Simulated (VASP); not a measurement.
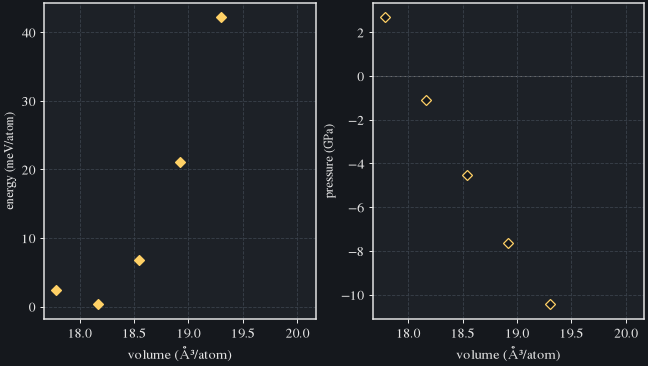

Plotted: energy and pressure against volume for Nb, space group Fm-3m (No. 225).

Cell as given: a = 2.991 Å, b = 2.991 Å, c = 2.991 Å, α = 60.00°, β = 60.00°, γ = 60.00°; 1 atom.

Calculation (VASP 6.6.1): plane-wave DFT, no spin polarisation; energies at scaled volumes of the given cell, shape and fractions fixed, counted from the fit's minimum, third-order Birch-Murnaghan fit. Level: PBEsol.

- k mesh: 11×11×11
- occupations: Fermi–Dirac
- smearing width: 0.05 eV
- potentials: VASP PAW PBE potentials, recommended
- wave cutoff: 520 eV

The points at volume 19.68 Å³/atom and 20.06 Å³/atom are left out of the plot. What values does the calculation give there?

```
volume (Å³/atom)  energy (meV/atom)  pressure (GPa)
           19.68                 70          -12.95
           20.06                103          -15.20
```
